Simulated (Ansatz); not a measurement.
# TiO2 (C2/m): band gap by G0W0 on LDA, part 2 of 2

Aim: the quasiparticle gap of TiO2 (C2/m), starting from LDA.

Ansatz 0.2.0; LDA, then G0W0 on it, plane waves, PAW. Known limits of the many-body steps: finite bands, screening cutoff and k mesh; no spin-orbit coupling in G0W0.

So far. Step 2 (Bands along the symmetry lines): Over mesh and path the gap is 2.657 eV, from k = (-0.714, -0.286, 0.500) to k = Γ. The least direct gap found is 2.842 eV, at k = (-0.100, -0.100, 0.000). On the 6×6×4 mesh alone the same run gives 2.671 eV, so that mesh misses an edge of LDA: 2.671 − 2.657 = +0.014 eV. The pressure in this cell is -12 GPa; the cell is kept.

In doubt: masses and optical values from hybrid runs of this build are listed as unsure (in some of the runs), which bears on the screening that GW takes from such a start.

**3. The quasiparticle correction**

G0W0 replaces the xc potential by a self-energy built once from the orbitals of the start. Levels are corrected in the window of bands that the input names, at points of the mesh.

This step: G0W0 on LDA, plane waves, PAW; PAW set soft_1.

File input.yaml:

```yaml
crystal:
  lattice:
    - [6.1535771931, -1.8834685, 0.0]
    - [6.1535771931, 1.8834685, 0.0]
    - [-1.9283261078, 0.0, 6.3289668713]
  atoms:
    - { symbol: Ti, position: [0.804714, 0.804714, 0.716238] }
    - { symbol: Ti, position: [0.099929, 0.099929, 0.710398] }
    - { symbol: Ti, position: [0.195286, 0.195286, 0.283762] }
    - { symbol: Ti, position: [0.900071, 0.900071, 0.289602] }
    - { symbol: O, position: [0.0583525, 0.0583525, 0.369979] }
    - { symbol: O, position: [0.638069, 0.638069, 0.706603] }
    - { symbol: O, position: [0.1328115, 0.1328115, 0.004709] }
    - { symbol: O, position: [0.9416475, 0.9416475, 0.630021] }
    - { symbol: O, position: [0.7365115, 0.7365115, 0.3475] }
    - { symbol: O, position: [0.8671885, 0.8671885, 0.995291] }
    - { symbol: O, position: [0.2634885, 0.2634885, 0.6525] }
    - { symbol: O, position: [0.361931, 0.361931, 0.293397] }
kpoints:
  mp_grid: { grid: [4, 4, 2] }
hamiltonian:
  xc: lda
  pseudopotentials: { kind: paw, azcp: { folder: soft_1 }, xc_functional: pbe }
scf:
  occupations: { method: fixed }
gw:
  n_empty_bands: 804
  ecut_chi: 180.0
  qp_bands: [v4, c4]
  qp_kpoints: band_edges
  screening: { model: contour_deformation }
```

Launch:

```bash
$ ansatz run input.yaml --threads 3 --pin off --max-ram 92160MiB --backend cuda --events-out ev --progress --plain --runs-dir out --devices 1 --max-vram 13GiB
```

Numbers of over 12 decimals in the logs are rounded to 6 here.

The program printed:

```text
GPUs: using 1 of 1 available (devices: 1).
[...]
GPU FFT provider: cuFFT
GPU libraries: cuBLAS 13.8.2, cuFFT 12.4.0, cuSOLVER 12.3.4
Crystal: 12 atoms, lattice volume = 146.706 Å³
Basis set: ecut = 420 eV, 2869 PW (Γ)
Bands: 60, of which v1, the nominal top of the filled ones, is band 48 counted from 1 (47 counted from 0)
Symmetry: 4 space group operations
[...]
k-points: 14 of 32
[...]
GPU buffer pool allocated for 91125 grid points (all kernels)
[...]
SCF iter   1: F=—  HF=-14261.510676 eV  |F-HF|=—  |Δ(HF+E_count)|=         —  Δρ=4.91e-2  dr2=4.29e0  ethr=3.10e-3  ⟨swp⟩=3.0  Hψ=2512  notcnv=0  defer=84
[...]
SCF iter  13: F=-14260.539991 eV  HF=-14260.539991 eV  |F-HF|=5.42e-8  |Δ(HF+E_count)|=   1.94e-8  Δρ=7.27e-6  dr2=7.18e-8  ethr=1.04e-10  ⟨swp⟩=10.8  Hψ=2720  notcnv=0
SCF 1 converged in 13 iterations: F = -14260.539991 eV  dr2 = 7.18e-8
[...]
NSCF: frozen V_eff on 14 k-points
the band table was solved once the SCF had ended and its energy, with any forces and stress, was formed, with the checks that follow a solve (3221 applications of the Hamiltonian). They found nothing against the state; the energy, forces and stress were not computed again (output.eigenvalues in the input reference)
[...]
G₀W₀ screening: q 1/14
[... further progress lines ...]
[...]
SCF converged after 13 iterations
Free energy (F): -14260.539991 eV
[...]
Internal energy: -14260.539991 eV  (E = F + TS)
E sigma→0 (E₀):  -14260.539991 eV
Fermi energy:    5.701943 eV
[...]
--- Band table (eV; the first three rows and the last of 14) ---
  k-point 0: bands = [... 44 lower, 4.9480, 4.9508, 5.3526, 5.5265, 8.3706, 8.7215, 8.9700, 8.9740, ... 8 higher]
  k-point 1: bands = [... 44 lower, 5.0058, 5.0411, 5.1131, 5.2716, 8.4865, 8.7498, 8.9130, 9.0381, ... 8 higher]
  k-point 2: bands = [... 44 lower, 5.1143, 5.1883, 5.5056, 5.5826, 8.7650, 8.8139, 8.9725, 9.0683, ... 8 higher]
  k-point 13: bands = [... 44 lower, 4.8602, 5.2934, 5.4852, 5.5096, 8.6306, 8.7454, 8.8792, 9.0433, ... 8 higher]
--- G₀W₀: contour deformation, 7 samples at zero and on the imaginary axis and 1 off it, 32 q-points, 804 empty bands' worth ---
  eigenvalues of the whole cell's RPA ε∞ on this k-mesh (on a slab, of 1 + 4πα/V) = 5.8700, 6.1075, 6.2371; static W/v taken at q = 0 is 0.163361
  gw.qp_kpoints: band_edges: 14 of 14 stored k-points solved, in 1 pass; an edge of the gap read off the rows below is read off those points alone
    ik  band        ε_KS         Σx   Σc(E_QP)       V_xc       Z   E_QP_lin       E_QP  E_QP is
     0    45      4.9480   -25.3036     4.3834   -20.6153  0.7015     4.6408     4.6430  root
     0    46      4.9508   -25.1613     4.2210   -20.6140  0.7048     4.6223     4.6246  root
     0    47      5.3526   -25.7201     4.3523   -21.0502  0.7095     5.0329     5.0350  root
     0    48      5.5265   -25.1870     4.4357   -20.4297  0.7002     5.2028     5.2051  root
     0    49      8.3706   -13.2929    -7.1027   -21.8129  0.7159     9.8343     9.7878  root
     0    50      8.7215   -13.6882    -7.1795   -22.2781  0.7093    10.1820    10.1320  root
     0    51      8.9700   -14.0532    -6.7789   -22.2180  0.7118    10.4026    10.3559  root
     0    52      8.9740   -14.1756    -7.1433   -22.7479  0.7085    10.4546    10.4030  root
     1    45      5.0058   -25.0214     4.4321   -20.2568  0.6945     4.6706     4.6732  root
     1    46      5.0411   -25.9150     3.9760   -21.6785  0.7148     4.7794     4.7807  root
     1    47      5.1131   -25.1702     4.5252   -20.3169  0.6981     4.7824     4.7850  root
     1    48      5.2716   -25.4154     4.3310   -20.7734  0.7068     4.9585     4.9606  root
     1    49      8.4865   -13.8282    -6.7245   -21.9107  0.7162     9.8858     9.8445  root
     1    50      8.7498   -13.6294    -7.0246   -22.0176  0.7097    10.1591    10.1133  root
     1    51      8.9130   -13.7439    -7.0092   -22.1205  0.7086    10.3277    10.2804  root
     1    52      9.0381   -13.7307    -7.6140   -22.8176  0.7027    10.5707    10.5111  root
     2    45      5.1143   -25.4829     4.3049   -20.8540  0.7088     4.7882     4.7903  root
     2    46      5.1883   -25.4853     4.3124   -20.8393  0.7107     4.8524     4.8547  root
     2    47      5.5056   -25.5866     4.3566   -20.9130  0.7044     5.1866     5.1887  root
     2    48      5.5826   -25.1945     4.2531   -20.6475  0.7011     5.2868     5.2887  root
     2    49      8.7650   -13.8178    -6.9796   -22.2115  0.7141    10.2270    10.1792  root
     2    50      8.8139   -13.6917    -7.0303   -22.1093  0.7111    10.2487    10.2012  root
     2    51      8.9725   -14.0010    -7.0712   -22.4713  0.7080    10.4209    10.3717  root
     2    52      9.0683   -14.0544    -7.0978   -22.5416  0.7037    10.5091    10.4578  root
     3    45      5.0834   -25.4915     4.4061   -20.7252  0.7074     4.7205     4.7232  root
     3    46      5.2103   -25.5145     4.3116   -20.8726  0.7084     4.8777     4.8800  root
     3    47      5.4639   -25.0589     4.2569   -20.5097  0.6993     5.1698     5.1716  root
     3    48      5.5634   -25.3787     4.2604   -20.8135  0.7051     5.2567     5.2586  root
     3    49      8.6884   -13.3081    -7.1453   -21.8627  0.7132    10.1464    10.0977  root
     3    50      8.8630   -13.8235    -7.0827   -22.3118  0.7110    10.3173    10.2686  root
     3    51      8.9174   -14.0183    -7.0034   -22.4141  0.7084    10.3577    10.3097  root
     3    52      8.9851   -13.7406    -7.3770   -22.5636  0.7060    10.4864    10.4311  root
     4    45      4.8380   -24.9459     4.2328   -20.4062  0.7025     4.5290     4.5311  root
     4    46      5.2376   -25.7354     4.3855   -21.0087  0.7117     4.8941     4.8964  root
     4    47      5.4905   -25.1327     4.2656   -20.5615  0.7012     5.1828     5.1849  root
     4    48      5.5758   -25.1844     4.2529   -20.6339  0.7015     5.2763     5.2781  root
     4    49      8.7627   -13.8065    -7.1181   -22.3614  0.7114    10.2502    10.1994  root
     4    50      8.8065   -13.8235    -6.9151   -22.1328  0.7129    10.2478    10.2007  root
     4    51      9.2441   -14.1687    -7.4124   -23.0052  0.6997    10.7244    10.6683  root
     4    52      9.2968   -14.1411    -7.2940   -22.8412  0.7015    10.7577    10.7030  root
[...]
12    49      8.5142   -13.3565    -7.2873   -22.0819  0.7126    10.0024     9.9523  root
    12    50      8.5620   -13.3476    -7.3199   -22.1026  0.7110    10.0479     9.9971  root
    12    51      9.0677   -13.9472    -6.7384   -22.0223  0.7104    10.4490    10.4044  root
    12    52      9.1418   -13.5915    -7.6092   -22.6136  0.6996    10.6104    10.5547  root
    13    45      4.8602   -25.2992     4.5520   -20.3906  0.7041     4.5007     4.5037  root
    13    46      5.2934   -25.8280     4.0674   -21.4823  0.7131     5.0137     5.0151  root
    13    47      5.4852   -25.1553     4.4159   -20.4217  0.6994     5.1653     5.1676  root
    13    48      5.5096   -25.6085     4.3282   -20.9782  0.7059     5.2057     5.2076  root
    13    49      8.6306   -13.5954    -6.9280   -21.8942  0.7132    10.0460    10.0014  root
    13    50      8.7454   -13.6158    -7.3780   -22.4204  0.7070    10.2243    10.1721  root
    13    51      8.8792   -13.3503    -7.4030   -22.1617  0.7062    10.3395    10.2876  root
    13    52      9.0433   -13.6137    -7.2339   -22.2536  0.7062    10.5015    10.4494  root
```

It took 93 s on 1 × NVIDIA H100 80GB HBM3 (shared by 6 runs) with 3 threads of AMD EPYC 7R13 (Zen 3), shared host; peak memory 3.1 GiB.

Numbers from this step:

| Property | Result |
| --- | --- |
| bands summed | 852 |
| RPA ε∞ on this mesh (eigenvalues) | 5.870, 6.107, 6.237 |
| plane waves in the screening matrix | 797 |
| q-points in the mesh | 32 |
| G0W0 gap over the corrected points | 4.381 eV |
| k of the valence top | 0.25, -0.25, -0.5 |
| k of the conduction bottom | 0, 0, 0 |
| starting gap on the mesh | 2.669 eV |
| Z at the valence top | 0.7030 |
| Z at the conduction bottom | 0.7159 |
| least direct G0W0 gap over the corrected points | 4.583 eV |

Over all 14 irreducible mesh points the G0W0 gap is 4.381 eV, from k = (0.250, -0.250, -0.500) to k = Γ. The LDA gap of this run on the mesh is 2.669 eV. The two states that bound the G0W0 gap lie that far apart at the start, so the correction of the gap is 4.381 − 2.669 = +1.712 eV. The start of this run differs from the step before in mesh (6×6×4 and 4×4×2).

Labels follow the order of the start: v1 is the top filled band, c1 the lowest empty one; levels that stay degenerate share a row, the window can cut a multiplet, doubted levels are not marked in this list, bands outside the window were not corrected, and the list may be a part of the corrected levels. The levels before and after the correction (eV, zero at the valence-band top of each column):

|  | conduction bottom | valence top |
| --- | --- | --- |
| Kohn-Sham | 2.67 | 0.00 |
| G0W0 | 4.38 | 0.00 |

|  | level | occupation | energy (eV) |
| --- | --- | --- | --- |
| Kohn-Sham | Γ v3 | 2 | -0.751 |
| Kohn-Sham | Γ v2 | 2 | -0.349 |
| Kohn-Sham | Γ v1 | 2 | -0.175 |
| Kohn-Sham | Γ c1 | 0 | 2.669 |
| Kohn-Sham | Γ c2 | 0 | 3.020 |
| Kohn-Sham | Γ c3 | 0 | 3.268 |
| Kohn-Sham | (0.25 -0.25 -0.5) v3 | 2 | -0.461 |
| Kohn-Sham | (0.25 -0.25 -0.5) v2 | 2 | -0.150 |
| Kohn-Sham | (0.25 -0.25 -0.5) v1 | 2 | 0.000 |
| Kohn-Sham | (0.25 -0.25 -0.5) c1 | 0 | 3.071 |
| Kohn-Sham | (0.25 -0.25 -0.5) c2 | 0 | 3.094 |
| Kohn-Sham | (0.25 -0.25 -0.5) c3 | 0 | 3.355 |
| G0W0 | Γ v3 | 2 | -0.783 |
| G0W0 | Γ v2 | 2 | -0.372 |
| G0W0 | Γ v1 | 2 | -0.202 |
| G0W0 | Γ c1 | 0 | 4.381 |
| G0W0 | Γ c2 | 0 | 4.725 |
| G0W0 | Γ c3 | 0 | 4.949 |
| G0W0 | (0.25 -0.25 -0.5) v3 | 2 | -0.509 |
| G0W0 | (0.25 -0.25 -0.5) v2 | 2 | -0.167 |
| G0W0 | (0.25 -0.25 -0.5) v1 | 2 | 0.000 |
| G0W0 | (0.25 -0.25 -0.5) c1 | 0 | 4.838 |
| G0W0 | (0.25 -0.25 -0.5) c2 | 0 | 4.816 |
| G0W0 | (0.25 -0.25 -0.5) c3 | 0 | 5.082 |

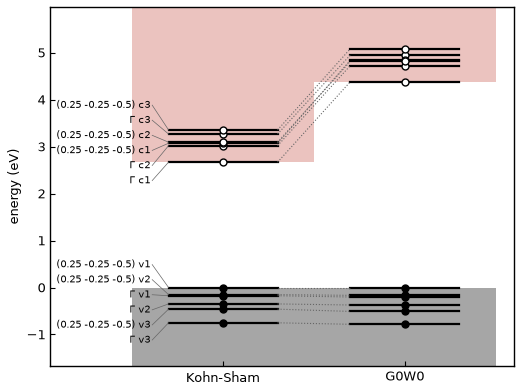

Levels before and after the correction. Shaded: valence and conduction bands. Filled marks are occupied levels, open marks empty ones.

The parts of the quasiparticle energy for the two states that bound the G0W0 gap, in eV on the run's own scale (QP = start + Σx + Σc − Vxc, with Σc at the quasiparticle energy):

| edge | k | band | start | Σx | Σc | Vxc | Z | QP |
| --- | --- | --- | --- | --- | --- | --- | --- | --- |
| valence top | (0.250, -0.250, -0.500) | 48 | 5.702 | −25.275 | 4.239 | −20.741 | 0.703 | 5.407 |
| conduction bottom | Γ | 49 | 8.371 | −13.293 | −7.103 | −21.813 | 0.716 | 9.788 |

**4. The runs together**

Each gap is the least one over the points named; times are wall times on shared hosts, not benchmarks. A G0W0 time includes the run's own self-consistent start. Rows marked * are further runs, not shown as steps, whose inputs differ from the G0W0 step on the same start in the columns given; solver thresholds can differ too. Rows marked ? have an edge level that the program doubts.

| level | mesh | files, cutoff | bands summed, screening | points | gap (eV) | valence top | conduction bottom | least direct gap (eV) | time |
| --- | --- | --- | --- | --- | --- | --- | --- | --- | --- |
| LDA | 6×6×4 | soft_1 PAW, 420 eV | - | mesh and path | 2.657 | (-0.714, -0.286, 0.500) | Γ | 2.842 | 19 s |
| G0W0@LDA*? | 4×4×2 | soft_1 PAW, 420 eV | 180, 54 eV | all 14 irreducible mesh points | 4.557 | (0.250, -0.250, -0.500) | Γ | 4.782 | 12 s |
| G0W0@LDA* | 4×4×2 | soft_1 PAW, 420 eV | 421, 108 eV | all 14 irreducible mesh points | 4.362 | (0.250, -0.250, -0.500) | Γ | 4.573 | 20 s |
| G0W0@LDA | 4×4×2 | soft_1 PAW, 420 eV | 852, 180 eV | all 14 irreducible mesh points | 4.381 | (0.250, -0.250, -0.500) | Γ | 4.583 | 93 s |
| G0W0@LDA* | 4×4×2 | soft_1 PAW, 420 eV | 421, 108 eV, plasmon pole | all 14 irreducible mesh points | 4.450 | (0.250, -0.250, -0.500) | Γ | 4.664 | 55 s |

**5. Outcome**

| Quantity | Value |
| --- | --- |
| LDA gap over mesh and path | 2.657 eV, from k = (-0.714, -0.286, 0.500) to k = Γ |
| G0W0@LDA gap over all 14 irreducible mesh points | 4.381 eV, from k = (0.250, -0.250, -0.500) to k = Γ |
| GW settings | 4×4×2 mesh, 804 empty bands, screening to 180 eV, PAW set soft_1 files |
| known limits | finite bands, screening cutoff and k mesh; no spin-orbit coupling in G0W0 |

What this shows: Over all 14 irreducible mesh points the G0W0 gap is 4.381 eV, from k = (0.250, -0.250, -0.500) to k = Γ. The LDA gap of this run on the mesh is 2.669 eV. The two states that bound the G0W0 gap lie that far apart at the start, so the correction of the gap is 4.381 − 2.669 = +1.712 eV. The valence state moves by 5.407 − 5.702 = −0.295 eV and the conduction state by 9.788 − 8.371 = +1.417 eV, on the run's own scale; how far single levels stand from their limit in bands is not shown. Over mesh and path, LDA puts the valence top at k = (-0.714, -0.286, 0.500), where no G0W0 correction was computed. The G0W0 gap over the whole zone is therefore not known from this run; at its settings it can only be equal to or under the 4.381 eV found, and no correction is carried over from another point. For the start itself the gap is 2.657 eV over mesh and path and 2.669 eV on the mesh of the G0W0 run, in runs that differ in mesh (6×6×4 and 4×4×2). From 180 bands and 54 eV to 852 bands and 180 eV the gap moves by 4.381 − 4.557 = −0.176 eV (rung by rung 4.557, 4.362, 4.381 eV); bands and screening cutoff rise together, so their parts are not told apart. An edge row is in doubt in the run with 180 bands, so no limit is drawn and it is not known. With the plasmon pole model in place of the contour deformation model and all else as in the G0W0@LDA row with 421 bands, the gap differs by 4.450 − 4.362 = +0.088 eV. G0W0 on other starts in this series, not shown as steps and not all at these settings: 4.307 eV on r2SCAN (4×4×2, soft_1 PAW, 421 bands, 108 eV) and 4.721 eV on HSE06 (4×4×2, soft_1 PAW, 421 bands, 108 eV). The G0W0 runs are scalar-relativistic. No pair of G0W0 runs that differ in the mesh alone is shown (4×4×2 is a supercell whose nearest images lie 13 Å apart), so the error from the mesh is not known here. G0W0@LDA runs of this series with other atomic data on the same mesh, not shown as steps, give 4.365 eV (hard PAW, 930 eV, 421 bands, screening to 108 eV; the table's row with the same empty bands and screening cutoff has 4.362 eV); where bands and cutoffs differ too, the part of the files is not isolated.

[Paths, hosts, dates, memory and timing lines, banners, echoed tables and standing remarks are left out of the program output.]

[Logs are printed without paths, hosts, clocks, repeated set-up lines and the standing remarks that a program may print on its own settings, such as how far it seeks lower states.]

[Runs of the session that timed out or met a known fault of the program may be left out.]

[Cells called generated may have been cut or substituted from an entry of the Crystallography Open Database or the Materials Project.]

[Hosts, paths, dates, database ids (printed as entryN), source tags and the programs' standing remarks are cut or masked in the printed files.]

[Where an RPA ε∞ is given, it is that of the G0W0 mesh and is not shown converged in it. Names of k-points follow the symmetry that the program found, which can be lower than the space group named. Band edges on a path are those of the sampled points; other points can move an edge, and change direct to indirect where valleys lie close.]

[Hybrid gaps are those of their k-mesh and are not shown converged in it.]
